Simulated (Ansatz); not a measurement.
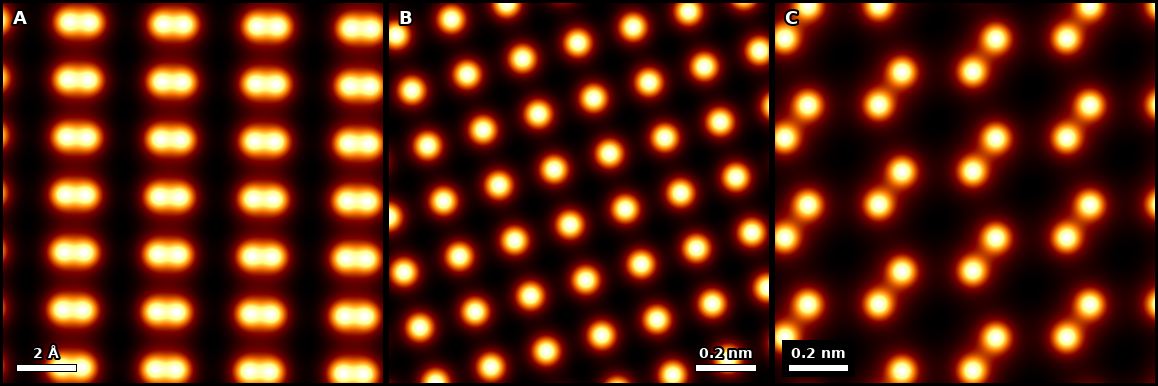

Three views of Ti (Fd-3m, No. 227) along different zone axes. Simulated as the projected potential of neutral atoms (B = 0.5 Å²) blurred by a 0.50 Å probe, the thin-sample limit of integrated differential phase contrast. Atomic positions: the input geometry of an electronic-structure calculation (not necessarily at equilibrium); the starting structure was generated, so it need not be a known form of this composition.

Space group Fd-3m:1 (No. 227). a = 5.568 Å, b = 5.568 Å, c = 5.568 Å, α = 90.00°, β = 90.00°, γ = 90.00°
| atom | site | symmetry | x | y | z |
| --- | --- | --- | --- | --- | --- |
| Ti | 8b | -43m | 0.2500 | 0.2500 | 0.7500 |

**Match the panels to the zone axes [001], [110] and [211].**

A is [211]: projected cell 1.97 × 3.21 Å, 90°, plane group p2mm. B is [001]: projected cell 1.97 × 1.97 Å, 90°, plane group p4mm. C is [110]: projected cell 3.41 × 3.41 Å, 109°, plane group c2mm.
